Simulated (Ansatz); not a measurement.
# Geometry relaxation of Pt16H (part 3 of 3)

Continued. System: Pt16H (slab, 17 atoms in the cell). Method: DFT PBE, scalar-relativistic, plane waves, PAW, no spin polarisation (Ansatz 0.2.0); cutoff 420 eV, 6×6×1 k-mesh, Gaussian smearing of 0.1 eV. The structure derives from an entry of the Crystallography Open Database. The input holds or restrains some coordinates.

Geometry of the input (Å; fractional positions):
```
5.6146  0.0000  0.0000
-2.8073  4.8624  0.0000
0.0000  0.0000  25.8764
Pt 0.3333  0.1667  0.3285
Pt 0.3333  0.6667  0.3285
Pt 0.8333  0.1667  0.3285
Pt 0.8333  0.6667  0.3285
Pt 0.6667  0.3333  0.4171
Pt 0.6667  0.8333  0.4171
Pt 0.1667  0.3333  0.4171
Pt 0.1667  0.8333  0.4171
Pt 0.0000  0.5000  0.5046
Pt 0.0000  0.0000  0.5046
Pt 0.5000  0.5000  0.5046
Pt 0.5000  0.0000  0.5046
Pt 0.3333  0.6667  0.5934
Pt 0.3333  0.1667  0.5934
Pt 0.8333  0.6667  0.5934
Pt 0.8333  0.1667  0.5934
H  0.0833  0.1667  0.6290
```

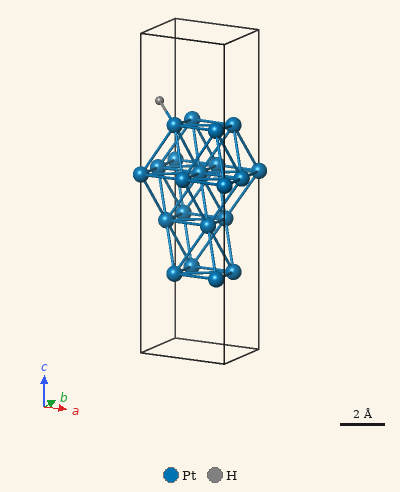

*The geometry at step 8 of the log (ball-and-stick view of the cell of the calculation, with the vacuum cut short, seen slightly off an axis).*

Trajectory as extended XYZ, continued:
```
17
Lattice="5.6146 0.0000 0.0000 -2.8073 4.8624 0.0000 0.0000 0.0000 25.8764" Properties=species:S:1:pos:R:3:forces:R:3 step=3 energy=-200379.66069
Pt    1.4036    0.8104    8.5000   -0.0013   0.0225  -0.0380
Pt    0.0000    3.2416    8.5000    0.0000  -0.0219  -0.0571
Pt    4.2109    0.8104    8.5000    0.0013   0.0225  -0.0380
Pt    2.8073    3.2416    8.5000    0.0000  -0.0325  -0.1156
Pt    2.8073    1.6208   10.7921    0.0000  -0.0313   0.1557
Pt    1.4036    4.0520   10.7921    0.0279   0.0168  -0.0051
Pt    0.0000    1.6208   10.7921    0.0000   0.0007   0.1131
Pt   -1.4036    4.0520   10.7921   -0.0279   0.0168  -0.0051
Pt   -1.4025    2.4273   13.0597    0.0000   0.0068  -0.0177
Pt    0.0000    0.0054   13.0746    0.0000  -0.0094  -0.0186
Pt    1.4025    2.4273   13.0597    0.0000   0.0068  -0.0177
Pt    2.8073    0.0127   13.0792    0.0000   0.0119   0.0058
Pt    0.0000    3.2699   15.3416    0.0000  -0.0242   0.0075
Pt    1.4239    0.8093   15.4332   -0.0302  -0.0230  -0.0004
Pt    2.8073    3.2203   15.3512    0.0000   0.0319  -0.0003
Pt    4.1907    0.8093   15.4332    0.0302  -0.0230  -0.0004
H     0.0000    0.8386   16.4567    0.0000   0.0286   0.0320
17
Lattice="5.6146 0.0000 0.0000 -2.8073 4.8624 0.0000 0.0000 0.0000 25.8764" Properties=species:S:1:pos:R:3:forces:R:3 step=4 energy=-200379.66192
Pt    1.4036    0.8104    8.5000   -0.0010   0.0224  -0.0367
Pt    0.0000    3.2416    8.5000    0.0000  -0.0215  -0.0549
Pt    4.2109    0.8104    8.5000    0.0010   0.0224  -0.0367
Pt    2.8073    3.2416    8.5000    0.0000  -0.0337  -0.1197
Pt    2.8073    1.6208   10.7921    0.0000  -0.0325   0.1538
Pt    1.4036    4.0520   10.7921    0.0246   0.0186  -0.0080
Pt    0.0000    1.6208   10.7921    0.0000   0.0012   0.1087
Pt   -1.4036    4.0520   10.7921   -0.0246   0.0186  -0.0080
Pt   -1.4021    2.4278   13.0587   -0.0031   0.0020  -0.0019
Pt    0.0000    0.0051   13.0732    0.0000  -0.0041  -0.0072
Pt    1.4021    2.4278   13.0587    0.0031   0.0020  -0.0019
Pt    2.8073    0.0141   13.0810    0.0000   0.0052   0.0174
Pt    0.0000    3.2666   15.3430    0.0000   0.0083  -0.0003
Pt    1.4207    0.8072   15.4349    0.0009  -0.0198   0.0009
Pt    2.8073    3.2211   15.3506    0.0000   0.0079  -0.0051
Pt    4.1939    0.8072   15.4349   -0.0009  -0.0198   0.0009
H     0.0000    0.8685   16.4664    0.0000   0.0227  -0.0014
17
Lattice="5.6146 0.0000 0.0000 -2.8073 4.8624 0.0000 0.0000 0.0000 25.8764" Properties=species:S:1:pos:R:3:forces:R:3 step=5 energy=-200379.66364
Pt    1.4036    0.8104    8.5000   -0.0017   0.0215  -0.0350
Pt    0.0000    3.2416    8.5000    0.0000  -0.0209  -0.0527
Pt    4.2109    0.8104    8.5000    0.0017   0.0215  -0.0350
Pt    2.8073    3.2416    8.5000    0.0000  -0.0344  -0.1254
Pt    2.8073    1.6208   10.7921    0.0000  -0.0353   0.1504
Pt    1.4036    4.0520   10.7921    0.0185   0.0177  -0.0039
Pt    0.0000    1.6208   10.7921    0.0000   0.0024   0.1093
Pt   -1.4036    4.0520   10.7921   -0.0185   0.0177  -0.0039
Pt   -1.4020    2.4277   13.0582   -0.0006  -0.0006  -0.0008
Pt    0.0000    0.0043   13.0718    0.0000   0.0005   0.0046
Pt    1.4020    2.4277   13.0582    0.0006  -0.0006  -0.0008
Pt    2.8073    0.0151   13.0844    0.0000  -0.0075  -0.0001
Pt    0.0000    3.2640   15.3439    0.0000   0.0316   0.0222
Pt    1.4196    0.8034   15.4352    0.0121  -0.0163   0.0050
Pt    2.8073    3.2207   15.3485    0.0000   0.0127  -0.0048
Pt    4.1950    0.8034   15.4352   -0.0121  -0.0163   0.0050
H     0.0000    0.9760   16.4643    0.0000   0.0063  -0.0340
17
Lattice="5.6146 0.0000 0.0000 -2.8073 4.8624 0.0000 0.0000 0.0000 25.8764" Properties=species:S:1:pos:R:3:forces:R:3 step=6 energy=-200379.66501
Pt    1.4036    0.8104    8.5000   -0.0029   0.0195  -0.0347
Pt    0.0000    3.2416    8.5000    0.0000  -0.0216  -0.0522
Pt    4.2109    0.8104    8.5000    0.0029   0.0195  -0.0347
Pt    2.8073    3.2416    8.5000    0.0000  -0.0334  -0.1251
Pt    2.8073    1.6208   10.7921    0.0000  -0.0338   0.1409
Pt    1.4036    4.0520   10.7921    0.0165   0.0162  -0.0024
Pt    0.0000    1.6208   10.7921    0.0000   0.0031   0.1104
Pt   -1.4036    4.0520   10.7921   -0.0165   0.0162  -0.0024
Pt   -1.4019    2.4289   13.0582    0.0019  -0.0009   0.0039
Pt    0.0000    0.0054   13.0709    0.0000   0.0027   0.0055
Pt    1.4019    2.4289   13.0582   -0.0019  -0.0009   0.0039
Pt    2.8073    0.0151   13.0844    0.0000  -0.0093  -0.0072
Pt    0.0000    3.2680   15.3489    0.0000   0.0202   0.0225
Pt    1.4214    0.8044   15.4330    0.0128  -0.0078   0.0016
Pt    2.8073    3.2259   15.3472    0.0000   0.0104  -0.0033
Pt    4.1932    0.8044   15.4330   -0.0128  -0.0078   0.0016
H     0.0000    1.0612   16.4463    0.0000   0.0079  -0.0285
17
Lattice="5.6146 0.0000 0.0000 -2.8073 4.8624 0.0000 0.0000 0.0000 25.8764" Properties=species:S:1:pos:R:3:forces:R:3 step=7 energy=-200379.66648
Pt    1.4036    0.8104    8.5000   -0.0040   0.0176  -0.0350
Pt    0.0000    3.2416    8.5000    0.0000  -0.0225  -0.0521
Pt    4.2109    0.8104    8.5000    0.0040   0.0176  -0.0350
Pt    2.8073    3.2416    8.5000    0.0000  -0.0322  -0.1231
Pt    2.8073    1.6208   10.7921    0.0000  -0.0299   0.1338
Pt    1.4036    4.0520   10.7921    0.0161   0.0147  -0.0002
Pt    0.0000    1.6208   10.7921    0.0000   0.0043   0.1129
Pt   -1.4036    4.0520   10.7921   -0.0161   0.0147  -0.0002
Pt   -1.4017    2.4305   13.0588    0.0012   0.0001   0.0021
Pt    0.0000    0.0070   13.0705    0.0000   0.0015   0.0039
Pt    1.4017    2.4305   13.0588   -0.0012   0.0001   0.0021
Pt    2.8073    0.0154   13.0834    0.0000  -0.0080  -0.0074
Pt    0.0000    3.2729   15.3532    0.0000   0.0129   0.0251
Pt    1.4231    0.8077   15.4310    0.0198  -0.0110  -0.0059
Pt    2.8073    3.2317   15.3468    0.0000   0.0119  -0.0026
Pt    4.1915    0.8077   15.4310   -0.0198  -0.0110  -0.0059
H     0.0000    1.1242   16.4272    0.0000   0.0192  -0.0123
17
Lattice="5.6146 0.0000 0.0000 -2.8073 4.8624 0.0000 0.0000 0.0000 25.8764" Properties=species:S:1:pos:R:3:forces:R:3 step=8 energy=-200379.66890
Pt    1.4036    0.8104    8.5000   -0.0052   0.0153  -0.0354
Pt    0.0000    3.2416    8.5000    0.0000  -0.0232  -0.0516
Pt    4.2109    0.8104    8.5000    0.0052   0.0153  -0.0354
Pt    2.8073    3.2416    8.5000    0.0000  -0.0305  -0.1211
Pt    2.8073    1.6208   10.7921    0.0000  -0.0255   0.1246
Pt    1.4036    4.0520   10.7921    0.0149   0.0142   0.0027
Pt    0.0000    1.6208   10.7921    0.0000   0.0054   0.1149
Pt   -1.4036    4.0520   10.7921   -0.0149   0.0142   0.0027
Pt   -1.4015    2.4323   13.0593    0.0013   0.0003   0.0020
Pt    0.0000    0.0088   13.0700    0.0000   0.0016   0.0034
Pt    1.4015    2.4323   13.0593   -0.0013   0.0003   0.0020
Pt    2.8073    0.0159   13.0827    0.0000  -0.0081  -0.0088
Pt    0.0000    3.2779   15.3580    0.0000   0.0030   0.0336
Pt    1.4246    0.8110   15.4290    0.0289  -0.0155  -0.0130
Pt    2.8073    3.2379   15.3463    0.0000   0.0124  -0.0017
Pt    4.1900    0.8110   15.4290   -0.0289  -0.0155  -0.0130
H     0.0000    1.1955   16.4055    0.0000   0.0364  -0.0059
17
Lattice="5.6146 0.0000 0.0000 -2.8073 4.8624 0.0000 0.0000 0.0000 25.8764" Properties=species:S:1:pos:R:3:forces:R:3 step=9 energy=-200379.68327
Pt    1.4036    0.8104    8.5000   -0.0088   0.0107  -0.0377
Pt    0.0000    3.2416    8.5000    0.0000  -0.0231  -0.0492
Pt    4.2109    0.8104    8.5000    0.0088   0.0107  -0.0377
Pt    2.8073    3.2416    8.5000    0.0000  -0.0209  -0.1136
Pt    2.8073    1.6208   10.7921    0.0000  -0.0144   0.0946
Pt    1.4036    4.0520   10.7921    0.0105   0.0094   0.0165
Pt    0.0000    1.6208   10.7921    0.0000   0.0033   0.1231
Pt   -1.4036    4.0520   10.7921   -0.0105   0.0094   0.0165
Pt   -1.4011    2.4337   13.0616    0.0012   0.0007   0.0016
Pt    0.0000    0.0102   13.0688    0.0000   0.0035  -0.0030
Pt    1.4011    2.4337   13.0616   -0.0012   0.0007   0.0016
Pt    2.8073    0.0119   13.0804    0.0000  -0.0030  -0.0138
Pt    0.0000    3.2838   15.3768    0.0000  -0.0500   0.0572
Pt    1.4308    0.8119   15.4224   -0.0063  -0.0106  -0.0021
Pt    2.8073    3.2497   15.3455    0.0000  -0.0031   0.0026
Pt    4.1838    0.8119   15.4224    0.0063  -0.0106  -0.0021
H     0.0000    1.3807   16.3443    0.0000   0.0874  -0.0544
17
Lattice="5.6146 0.0000 0.0000 -2.8073 4.8624 0.0000 0.0000 0.0000 25.8764" Properties=species:S:1:pos:R:3:forces:R:3 step=10 energy=-200379.70615
Pt    1.4036    0.8104    8.5000   -0.0131   0.0096  -0.0416
Pt    0.0000    3.2416    8.5000    0.0000  -0.0193  -0.0455
Pt    4.2109    0.8104    8.5000    0.0131   0.0096  -0.0416
Pt    2.8073    3.2416    8.5000    0.0000  -0.0017  -0.1036
Pt    2.8073    1.6208   10.7921    0.0000  -0.0057   0.0569
Pt    1.4036    4.0520   10.7921    0.0026   0.0000   0.0389
Pt    0.0000    1.6208   10.7921    0.0000  -0.0050   0.1337
Pt   -1.4036    4.0520   10.7921   -0.0026   0.0000   0.0389
Pt   -1.4005    2.4283   13.0649   -0.0005  -0.0028   0.0013
Pt    0.0000    0.0048   13.0675    0.0000   0.0055  -0.0061
Pt    1.4005    2.4283   13.0649    0.0005  -0.0028   0.0013
Pt    2.8073   -0.0008   13.0783    0.0000   0.0057  -0.0213
Pt    0.0000    3.2695   15.4048    0.0000  -0.0188   0.0236
Pt    1.4381    0.7948   15.4149   -0.0485  -0.0031  -0.0097
Pt    2.8073    3.2463   15.3459    0.0000  -0.0324   0.0064
Pt    4.1765    0.7948   15.4149    0.0485  -0.0031  -0.0097
H     0.0000    1.5620   16.2728    0.0000   0.0644  -0.0220
17
Lattice="5.6146 0.0000 0.0000 -2.8073 4.8624 0.0000 0.0000 0.0000 25.8764" Properties=species:S:1:pos:R:3:forces:R:3 step=11 energy=-200379.70868
Pt    1.4036    0.8104    8.5000   -0.0151   0.0089  -0.0436
Pt    0.0000    3.2416    8.5000    0.0000  -0.0172  -0.0441
Pt    4.2109    0.8104    8.5000    0.0151   0.0089  -0.0436
Pt    2.8073    3.2416    8.5000    0.0000   0.0003  -0.1003
Pt    2.8073    1.6208   10.7921    0.0000   0.0021   0.0323
Pt    1.4036    4.0520   10.7921    0.0036  -0.0024   0.0324
Pt    0.0000    1.6208   10.7921    0.0000  -0.0013   0.1244
Pt   -1.4036    4.0520   10.7921   -0.0036  -0.0024   0.0324
Pt   -1.3999    2.4284   13.0646   -0.0007   0.0017   0.0020
Pt    0.0000    0.0039   13.0650    0.0000  -0.0016   0.0010
Pt    1.3999    2.4284   13.0646    0.0007   0.0017   0.0020
Pt    2.8073   -0.0008   13.0741    0.0000   0.0037   0.0058
Pt    0.0000    3.2758   15.4083    0.0000  -0.0001  -0.0044
Pt    1.4332    0.7934   15.4092    0.0020  -0.0045  -0.0092
Pt    2.8073    3.2408   15.3455    0.0000   0.0055   0.0012
Pt    4.1814    0.7934   15.4092   -0.0020  -0.0045  -0.0092
H     0.0000    1.6200   16.2561    0.0000   0.0012   0.0210
17
Lattice="5.6146 0.0000 0.0000 -2.8073 4.8624 0.0000 0.0000 0.0000 25.8764" Properties=species:S:1:pos:R:3:forces:R:3 step=12 energy=-200379.70868
Pt    1.4036    0.8104    8.5000   -0.0151   0.0090  -0.0436
Pt    0.0000    3.2416    8.5000    0.0000  -0.0172  -0.0440
Pt    4.2109    0.8104    8.5000    0.0151   0.0090  -0.0436
Pt    2.8073    3.2416    8.5000    0.0000   0.0002  -0.1003
Pt    2.8073    1.6208   10.7921    0.0000   0.0021   0.0323
Pt    1.4036    4.0520   10.7921    0.0036  -0.0024   0.0324
Pt    0.0000    1.6208   10.7921    0.0000  -0.0013   0.1244
Pt   -1.4036    4.0520   10.7921   -0.0036  -0.0024   0.0324
Pt   -1.3999    2.4284   13.0646   -0.0007   0.0017   0.0020
Pt    0.0000    0.0039   13.0650    0.0000  -0.0016   0.0010
Pt    1.3999    2.4284   13.0646    0.0007   0.0017   0.0020
Pt    2.8073   -0.0008   13.0741    0.0000   0.0037   0.0058
Pt    0.0000    3.2758   15.4083    0.0000  -0.0001  -0.0045
Pt    1.4332    0.7934   15.4092    0.0020  -0.0045  -0.0092
Pt    2.8073    3.2408   15.3455    0.0000   0.0055   0.0012
Pt    4.1814    0.7934   15.4092   -0.0020  -0.0045  -0.0092
H     0.0000    1.6200   16.2561    0.0000   0.0012   0.0210
```

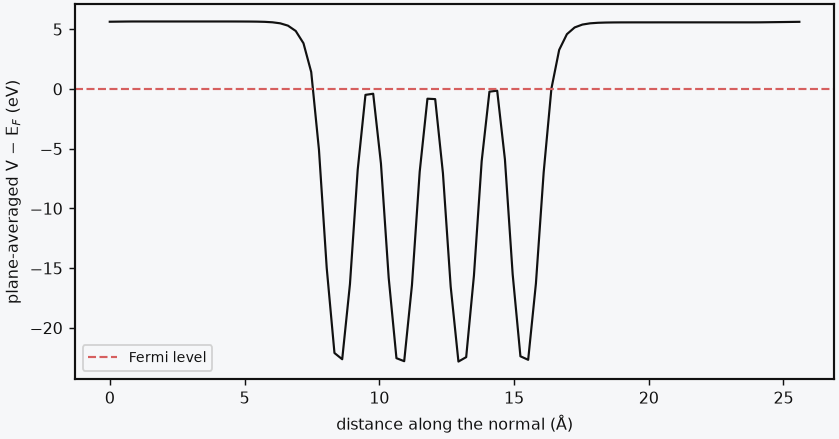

*Plane average of the electrostatic potential energy of an electron across the cell, from the Fermi level.*

The vacuum level lies 5.58 eV above the Fermi level on the upper side and 5.66 eV on the lower.

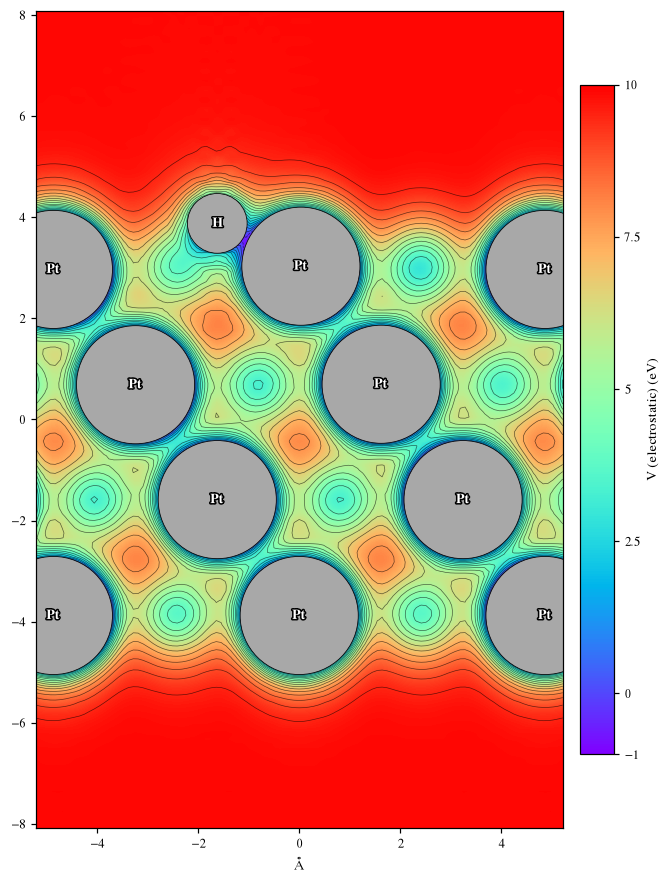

*Electrostatic potential (local pseudopotential plus Hartree) felt by an electron on the (110) plane of the calculation cell, a cut from vacuum to vacuum. Grey discs, where drawn, cover atomic cores.*

The section cuts through Pt and H sites. In a PAW calculation such maps are meaningful between the atoms, not at the nuclei.

Summary:

```json
{"quantity": "outcome", "value": "converged under the restraints of the input"}
{"quantity": "electrons treated", "value": "289"}
{"quantity": "free energy", "value": "−200379.7087 eV"}
{"quantity": "work function, top face", "value": "5.58 eV"}
{"quantity": "work function, bottom face", "value": "5.66 eV"}
{"quantity": "Fermi energy", "value": "4.270 eV"}
{"quantity": "gap on the k-point mesh", "value": "none (metallic)"}
{"quantity": "final volume", "value": "706.43 Å³"}
{"quantity": "work function (upper face)", "value": "5.58 eV"}
{"quantity": "largest force (length of the vector) at the end, held atoms and coordinates included", "value": "0.124 eV/Å"}
{"quantity": "wall time", "value": "10 min (CPU time 40 min)"}
{"quantity": "peak memory", "value": "3.1 GiB"}
```

Notes:

The program warns: the exchange-correlation potential is rough where the density is thin. Spin–orbit coupling is left out, which matters for Pt.
